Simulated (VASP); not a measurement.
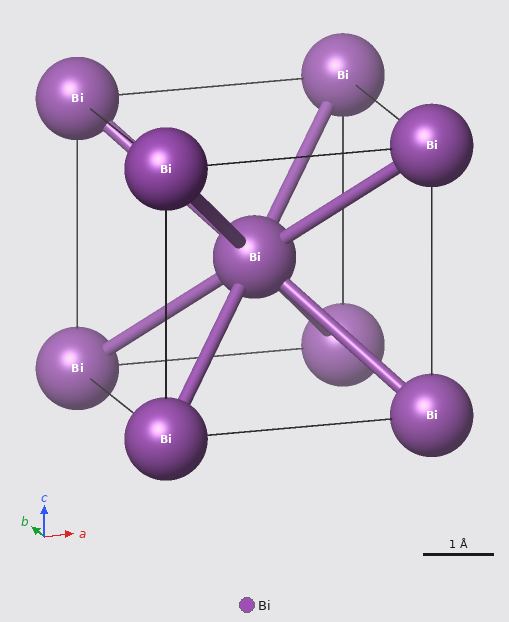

**Figure 1.** The input geometry (ball-and-stick view of the cell 2 times as large as that of the calculation, set on its symmetry axes, seen slightly off an axis). Near neighbours in the crystal (not all of them lie inside the picture): Bi has 8 Bi at 3.51 Å.

## Geometry relaxation of Bi

Bi (1 atom in the cell), computed with Kohn-Sham DFT of a periodic cell, PBE, VASP PAW PBE potentials, minimal, no spin polarisation (VASP 6.6.1).

The structure derives from a Materials Project entry.

**OSZICAR**
```
N       E                     dE             d eps       ncg     rms          rms(c)
DAV:   1     0.389114425189E+01    0.38911E+01   -0.11490E+03   246   0.338E+02
DAV:   2    -0.356420296625E+01   -0.74553E+01   -0.71096E+01   324   0.525E+01
DAV:   3    -0.370377504679E+01   -0.13957E+00   -0.13952E+00   306   0.859E+00
DAV:   4    -0.370492978850E+01   -0.11547E-02   -0.11547E-02   348   0.962E-01
DAV:   5    -0.370493520708E+01   -0.54186E-05   -0.54185E-05   312   0.506E-02    0.168E+00
RMM:   6    -0.370365112009E+01    0.12841E-02   -0.17158E-03   240   0.313E-01    0.100E+00
RMM:   7    -0.370327507495E+01    0.37605E-03   -0.64998E-03   261   0.560E-01    0.891E-02
RMM:   8    -0.370334358265E+01   -0.68508E-04   -0.34392E-04   261   0.139E-01    0.712E-02
RMM:   9    -0.370337949264E+01   -0.35910E-04   -0.33459E-05   249   0.453E-02    0.471E-02
RMM:  10    -0.370339718554E+01   -0.17693E-04   -0.18330E-05   240   0.371E-02    0.245E-02
RMM:  11    -0.370339511038E+01    0.20752E-05   -0.43646E-06   267   0.129E-02    0.156E-02
RMM:  12    -0.370340084521E+01   -0.57348E-05   -0.10369E-05   260   0.210E-02    0.191E-02
RMM:  13    -0.370339717367E+01    0.36715E-05   -0.10495E-06   240   0.758E-03    0.805E-03
RMM:  14    -0.370339584230E+01    0.13314E-05   -0.20487E-06   251   0.817E-03    0.204E-03
RMM:  15    -0.370339588187E+01   -0.39563E-07   -0.56696E-08   155   0.218E-03
   1 F= -.37033959E+01 E0= -.37023829E+01  d E =-.370340E+01
```

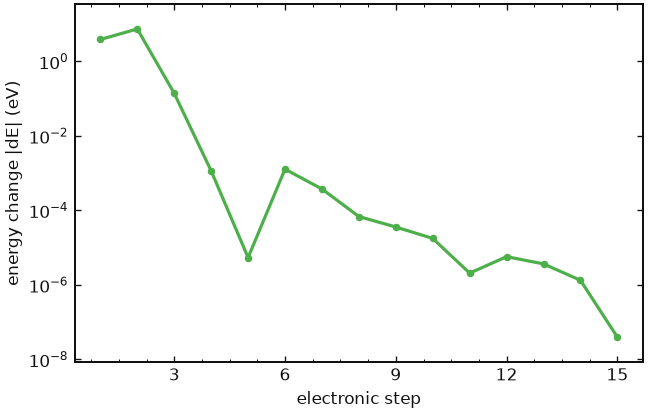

**Figure 2.** Convergence of the self-consistent field: energy change |dE| against the electronic step. It takes 15 electronic steps. The density is held fixed in the first few steps, and dE rises again when its update begins.

**Parts of OUTCAR**
```
SYSTEM = Bi
   PREC = Accurate
   ENCUT = 300
   EDIFF = 1E-7
   ISMEAR = 1
   LREAL = .False.
   LASPH = .True.
   NELM = 80
   ISIF = 2
   GGA = PE
   IBRION = 2
   NSW = 40
   EDIFFG = -0.01

 ion  position               nearest neighbor table
   1  0.000  0.000  0.000-

  LATTYP: Found a body centered cubic cell.
 ALAT       =     4.0568945780

  Lattice vectors:

 A1 = (  -2.0284472890,   2.0284472890,   2.0284472890)
 A2 = (   2.0284472890,  -2.0284472890,   2.0284472890)
 A3 = (   2.0284472890,   2.0284472890,  -2.0284472890)

Analysis of symmetry for initial positions (statically):
=====================================================================
 Subroutine PRICEL returns:
 Original cell was already a primitive cell.

 Routine SETGRP: Setting up the symmetry group for a
 body centered cubic supercell.

 Subroutine GETGRP returns: Found 48 space group operations
 (whereof 48 operations were pure point group operations)
 out of a pool of 48 trial point group operations.

The static configuration has the point symmetry O_h .

Analysis of symmetry for dynamics (positions and initial velocities):
=====================================================================
 Subroutine PRICEL returns:
 Original cell was already a primitive cell.

 Routine SETGRP: Setting up the symmetry group for a
 body centered cubic supercell.

 Subroutine GETGRP returns: Found 48 space group operations
 (whereof 48 operations were pure point group operations)
 out of a pool of 48 trial point group operations.

The dynamic configuration has the point symmetry O_h .

 Subroutine INISYM returns: Found 48 space group operations
 (whereof 48 operations are pure point group operations),
 and found     1 'primitive' translations

----------------------------------------------------------------------------------------

                                     Primitive cell

  volume of cell :      33.3850

  direct lattice vectors                    reciprocal lattice vectors
    -2.028447289  2.028447289  2.028447289     0.000000000  0.246493958  0.246493958
     2.028447289 -2.028447289  2.028447289     0.246493958  0.000000000  0.246493958
     2.028447289  2.028447289 -2.028447289     0.246493958  0.246493958  0.000000000

  length of vectors
     3.513373765  3.513373765  3.513373765     0.348595098  0.348595098  0.348595098

  position of ions in fractional coordinates (direct lattice)
     0.000000000  0.000000000  0.000000000

  ion indices of the primitive-cell ions
   primitive index   ion index
                 1           1

----------------------------------------------------------------------------------------

 KPOINTS: Automatic mesh

Automatic generation of k-mesh.
 Grid dimensions read from file:
 generate k-points for:    7    7    7

 Generating k-lattice:

  Cartesian coordinates                     Fractional coordinates (reciprocal lattice)
     0.000000000  0.035213423  0.035213423     0.142857143  0.000000000  0.000000000
     0.035213423  0.000000000  0.035213423     0.000000000  0.142857143  0.000000000
     0.035213423  0.035213423  0.000000000     0.000000000  0.000000000  0.142857143

  Length of vectors
     0.049799300  0.049799300  0.049799300

  Shift w.r.t. Gamma in fractional coordinates (k-lattice)
     0.000000000  0.000000000  0.000000000

 Subroutine IBZKPT returns following result:
 ===========================================

 Found     20 irreducible k-points:

 Following reciprocal coordinates:
            Coordinates               Weight
  0.000000  0.000000  0.000000      1.000000
  0.142857  0.000000  0.000000     12.000000
  0.285714  0.000000  0.000000     12.000000
  0.428571  0.000000  0.000000     12.000000
  0.142857  0.142857  0.000000     24.000000
  0.285714  0.142857 -0.000000     48.000000
  0.428571  0.142857  0.000000     24.000000
  0.285714  0.285714  0.000000     24.000000
  0.142857  0.142857  0.142857      8.000000
  0.285714  0.142857  0.142857     24.000000
 -0.142857  0.142857  0.142857      6.000000
  0.285714  0.285714  0.142857      8.000000
 -0.285714  0.285714  0.142857     24.000000
 -0.428571  0.428571  0.142857     24.000000
 -0.285714  0.428571  0.142857     24.000000
 -0.428571 -0.428571  0.142857     24.000000
 -0.285714  0.285714  0.285714      6.000000
 -0.428571  0.428571  0.285714     24.000000
 -0.428571 -0.428571  0.285714      8.000000
 -0.428571  0.428571  0.428571      6.000000
   k-points           NKPTS =     20   k-points in BZ     NKDIM =     20   number of bands    NBANDS=      6
   number of dos      NEDOS =    301   number of ions     NIONS =      1
   total plane-waves  NPLWV =   8000
   dimension x,y,z NGX =    20 NGY =   20 NGZ =   20
   dimension x,y,z NGXF=    40 NGYF=   40 NGZF=   40
   ions per type =               1
   NGX,Y,Z   is equivalent  to a cutoff of   9.46,  9.46,  9.46 a.u.
   NGXF,Y,Z  is equivalent  to a cutoff of  18.93, 18.93, 18.93 a.u.
 SYSTEM =  Bi
   PREC   = accura    normal or accurate (medium, high low for compatibility)
   ISTART =      0    job   : 0-new  1-cont  2-samecut
   ICHARG =      2    charge: 1-file 2-atom 10-const
   ISPIN  =      1    spin polarized calculation?
   LNONCOLLINEAR =      F non collinear calculations
   LSORBIT =      F    spin-orbit coupling
   LASPH  =      T    aspherical Exc in radial PAW
   ENCUT  =  300.0 eV  22.05 Ry    4.70 a.u.   4.96  4.96  4.96*2*pi/ulx,y,z
   NELM   =     80;   NELMIN=  2; NELMDL= -5     # of ELM steps
   EDIFF  = 0.1E-06   stopping-criterion for ELM
   LREAL  =      F    real-space projection
   EDIFFG = -.1E-01   stopping-criterion for IOM
   NSW    =     40    number of steps for IOM
   IBRION =      2    ionic relax: 0-MD 1-quasi-New 2-CG
   NFREE  =      1    steps in history (QN), initial steepest desc. (CG)
   ISIF   =      2    stress and relaxation
   ISYM   =      2    0-nonsym 1-usesym 2-fastsym
   POTIM  = 0.5000    time-step for ionic-motion
   TEBEG  =    0.0;   TEEND  =   0.0 temperature during run
   PSTRESS=    0.0 pullay stress
   NELECT =       5.0000    total number of electrons
   NUPDOWN=      -1.0000    fix difference up-down
   EMIN   =  10.00;   EMAX   =-10.00  energy-range for DOS
   EFERMI =   0.00;   METHOD = LEGACY
   ISMEAR =     1;   SIGMA  =   0.10  broadening in eV -4-tet -1-fermi 0-gaus
   EFERMI_NEDOS =   21; number of points for ismear=-14 and -15
   IALGO  =     68    algorithm
   IMIX   =      4    mixing-type and parameters
     AMIX     =   0.40;   BMIX     =  1.00
     AMIX_MAG =   1.60;   BMIX_MAG =  1.00
  volume/ion in A,a.u.               =      33.38       225.29
  Fermi-wavevector in a.u.,A,eV,Ry     =   0.869390  1.642908 10.283804  0.755838
  Thomas-Fermi vector in A             =   1.988205
   LORBIT       =      0    0 simple, 1 ext, 2 COOP (PROOUT), +10 PAW based schemes
   GGA     = PE    functional components
   LHFCALC =     F    Hartree Fock is set to
   AEXX    =    0.0000 exact exchange contribution
   IVDW    =     0    specifies the selected vdW correction
   LEPSILON=     F    determine dielectric tensor
   LRPA    =     F    only Hartree local field effects (RPA)
 conjugate gradient relaxation of ions
 non-spin polarized calculation
 RMM-DIIS sequential band-by-band and
 Methfessel and Paxton  Order N= 1 SIGMA  =   0.10
  energy-cutoff  :      300.00
  volume of cell :       33.38
 maximum number of plane-waves:       410
   NGX =  9   NGY =  9   NGZ =  9

 number of electron       5.0000001 magnetization

 Free energy of the ion-electron system (eV)
  ---------------------------------------------------
  ext. energy  EPLUGINS =         0.00000000
  ---------------------------------------------------
  free energy    TOTEN  =        -3.70339588 eV

  energy without entropy =       -3.70035706  energy(sigma->0) =       -3.70238294

 E-fermi :   5.8420     XC(G=0):  -9.7947     alpha+bet :-10.5825

 val. band max:        5.8221372683   @ k =   0.4286   0.1429   0.0000
 cond. band min:       6.0823528113   @ k =  -0.2857   0.2857   0.2857
 fundamental gap:      0.2602155430
 Fermi energy:         5.8419539911

 k-point     1 :       0.0000    0.0000    0.0000
  band No.  band energies     occupation
      1      -7.1353      2.00000
      2      10.5568      0.00000
      3      10.5568      0.00000
      4      10.5568      0.00000
      5      14.1800      0.00000
      6      16.3769      0.00000

 k-point     2 :       0.1429    0.0000    0.0000
  band No.  band energies     occupation
      1      -6.7986      2.00000
      2       7.8660      0.00000
      3       9.6919      0.00000
      4      10.2905      0.00000
      5      13.9458      0.00000
      6      14.8252      0.00000

 k-point     3 :       0.2857    0.0000    0.0000
  band No.  band energies     occupation
      1      -5.8551      2.00000
      2       4.2577      2.00000
      3       8.3180      0.00000
      4       9.6877      0.00000
      5      12.4131      0.00000
      6      13.7507      0.00000

 k-point     4 :       0.4286    0.0000    0.0000
  band No.  band energies     occupation
      1      -4.7113      2.00000
      2       1.6621      2.00000
      3       7.4769     -0.00000
      4       9.2331      0.00000
      5      11.6870      0.00000
      6      13.2240      0.00000

 k-point     5 :       0.1429    0.1429    0.0000
  band No.  band energies     occupation
      1      -6.1550      2.00000
      2       5.4898      2.00001
      3       8.0485      0.00000
      4       9.4241      0.00000
      5      13.7745      0.00000
      6      14.3828      0.00000

 k-point     6 :       0.2857    0.1429   -0.0000
  band No.  band energies     occupation
      1      -5.0583      2.00000
      2       2.8768      2.00000
      3       6.3702     -0.00000
      4       8.7258      0.00000
      5      13.0268      0.00000
      6      14.9630      0.00000

 k-point     7 :       0.4286    0.1429    0.0000
  band No.  band energies     occupation
      1      -4.3390      2.00000
      2       1.5546      2.00000
      3       5.8221      1.32821
      4       8.4557      0.00000
      5      12.7237      0.00000
      6      15.1052      0.00000

 k-point     8 :       0.2857    0.2857    0.0000
  band No.  band energies     occupation
      1      -4.2191      2.00000
      2       2.4078      2.00000
      3       3.9436      2.00000
      4       8.2095      0.00000
      5      13.7890      0.00000
      6      15.4670      0.00000

 k-point     9 :       0.1429    0.1429    0.1429
  band No.  band energies     occupation
      1      -5.3112      2.00000
      2       3.6053      2.00000
      3       6.9554     -0.00000
      4       6.9554     -0.00000
      5      15.9724      0.00000
      6      15.9725      0.00000

 k-point    10 :       0.2857    0.1429    0.1429
  band No.  band energies     occupation
      1      -4.3791      2.00000
      2       2.3102      2.00000
      3       5.0664      2.00000
      4       6.3200     -0.00000
      5      15.9682      0.00000
      6      16.7533      0.00000

 k-point    11 :      -0.1429    0.1429    0.1429
  band No.  band energies     occupation
      1      -6.4669      2.00000
      2       7.2475     -0.00000
      3       8.7943      0.00000
      4       8.7943      0.00000
      5      13.2982      0.00000
      6      15.7328      0.00000

 k-point    12 :       0.2857    0.2857    0.1429
  band No.  band energies     occupation
      1      -4.0524      2.00000
      2       3.2258      2.00000
      3       3.2258      2.00000
      4       5.4917      2.00001
      5      17.3224      0.00000
      6      19.0744      0.00000

 k-point    13 :      -0.2857    0.2857    0.1429
  band No.  band energies     occupation
      1      -5.5421      2.00000
      2       4.4394      2.00000
      3       7.4296     -0.00000
      4       8.0857      0.00000
      5      12.6793      0.00000
      6      14.9676      0.00000

 k-point    14 :      -0.4286    0.4286    0.1429
  band No.  band energies     occupation
      1      -4.4366      2.00000
      2       2.0219      2.00000
      3       6.6096     -0.00000
      4       7.7294     -0.00000
      5      13.1368      0.00000
      6      14.6091      0.00000

 k-point    15 :      -0.2857    0.4286    0.1429
  band No.  band energies     occupation
      1      -4.5262      2.00000
      2       3.0969      2.00000
      3       5.1967      2.00000
      4       8.0629      0.00000
      5      12.3648      0.00000
      6      14.1380      0.00000

 k-point    16 :      -0.4286   -0.4286    0.1429
  band No.  band energies     occupation
      1      -3.8938      2.00000
      2       2.3008      2.00000
      3       4.2931      2.00000
      4       8.1632      0.00000
      5      12.9937      0.00000
      6      14.0993      0.00000

 k-point    17 :      -0.2857    0.2857    0.2857
  band No.  band energies     occupation
      1      -4.6837      2.00000
      2       4.4308      2.00000
      3       6.0824     -0.00352
      4       6.0824     -0.00352
      5      10.8539      0.00000
      6      15.9265      0.00000

 k-point    18 :      -0.4286    0.4286    0.2857
  band No.  band energies     occupation
      1      -3.7027      2.00000
      2       2.9999      2.00000
      3       5.2766      2.00000
      4       5.8073      1.54896
      5      10.9381      0.00000
      6      13.1550      0.00000

 k-point    19 :      -0.4286   -0.4286    0.2857
  band No.  band energies     occupation
      1      -3.2461      2.00000
      2       3.5881      2.00000
      3       3.5881      2.00000
      4       6.1049     -0.00127
      5      11.1600      0.00000
      6      11.1600      0.00000

 k-point    20 :      -0.4286    0.4286    0.4286
  band No.  band energies     occupation
      1      -2.9171      2.00000
      2       4.0117      2.00000
      3       4.4759      2.00000
      4       4.4759      2.00000
      5       9.6478      0.00000
      6      10.5373      0.00000

------------------------ aborting loop because EDIFF is reached ----------------------------------------

  FORCE on cell =-STRESS in cart. coord.  units (eV):
  Direction    XX          YY          ZZ          XY          YZ          ZX
  --------------------------------------------------------------------------------------
  -------------------------------------------------------------------------------------
  Total       -0.3883759     -0.3883759     -0.3883759     -0.0000000     -0.0000000      0.0000000
  in kB      -18.6385328    -18.6385328    -18.6385328     -0.0000000     -0.0000000      0.0000000
  external PRESSURE =     -18.6385328 kB  Pullay stress =       0.0000000 kB

 VOLUME and BASIS-vectors are now :
 -----------------------------------------------------------------------------
  energy-cutoff  :      300.00
  volume of cell :       33.38
      direct lattice vectors                 reciprocal lattice vectors
    -2.028447289  2.028447289  2.028447289     0.000000000  0.246493958  0.246493958
     2.028447289 -2.028447289  2.028447289     0.246493958  0.000000000  0.246493958
     2.028447289  2.028447289 -2.028447289     0.246493958  0.246493958  0.000000000

 POSITION                                       TOTAL-FORCE (eV/Angst)
 -----------------------------------------------------------------------------------
      0.00000      0.00000      0.00000         0.000000     -0.000000     -0.000000
 -----------------------------------------------------------------------------------
    total drift:                                0.000000      0.000000     -0.000000

  FREE ENERGIE OF THE ION-ELECTRON SYSTEM (eV)
  ---------------------------------------------------
  free  energy   TOTEN  =        -3.7033958819 eV

  energy  without entropy=       -3.7003570644  energy(sigma->0) =       -3.70238294

 reached required accuracy - stopping structural energy minimisation
```

**CONTCAR**
```
Bi
   1.00000000000000
    -2.0284472889999998    2.0284472889999998    2.0284472889999998
     2.0284472889999998   -2.0284472889999998    2.0284472889999998
     2.0284472889999998    2.0284472889999998   -2.0284472889999998
  Bi
     1
Direct
     0.0000000000000000    0.0000000000000000    0.0000000000000000

  0.00000000E+00  0.00000000E+00  0.00000000E+00
```

The run was set up as follows.

**INCAR**
```
SYSTEM = Bi
PREC     = Accurate       ! precision mode
ENCUT    = 300            ! plane-wave cutoff, eV
EDIFF    = 1E-7           ! SCF threshold, eV
ISMEAR   = 1              ! smearing method
SIGMA    = 0.1            ! smearing width, eV
LREAL    = .False.        ! projectors in reciprocal space
LASPH    = .True.         ! aspherical terms in the spheres
NELM     = 80             ! most SCF steps
ALGO     = Fast           ! electronic algorithm
ISIF     = 2              ! what is computed and relaxed
LWAVE    = .False.        ! write WAVECAR
LCHARG   = .False.        ! write CHGCAR
GGA      = PE             ! functional
IBRION   = 2              ! ionic algorithm
NSW      = 40             ! ionic steps
EDIFFG   = -0.01          ! ionic threshold
```

**KPOINTS**
```
Automatic mesh
0
Gamma
  7 7 7
  0 0 0
```

**POSCAR**
```
Bi                                      
1.0
   -2.0284472890      2.0284472890      2.0284472890
    2.0284472890     -2.0284472890      2.0284472890
    2.0284472890      2.0284472890     -2.0284472890
  Bi            
     1
Direct
     0.0000000000000000    0.0000000000000000    0.0000000000000000
```

Run as:
```bash
cat potpaw_PBE.64/Bi/POTCAR > POTCAR
mpirun -np 1 vasp_std > vasp.out
```

**Results in brief**

```tsv
quantity	value
outcome	converged
space group (tolerance 0.01 Å)	Im-3m (229)
electrons treated	5
free energy	−3.7034 eV
Fermi energy	5.842 eV
gap on the k-point mesh	none (metallic)
pressure	−1.86 GPa
final volume	33.38 Å³
largest force (length of the vector)	under 0.001 eV/Å
hardware	1 thread of Intel Xeon (Granite Rapids), 360 GiB of memory available, shared host
wall time	3.7 s
peak memory	0.11 GiB
```

**Remarks**

Spin–orbit coupling is left out, which matters for Bi.
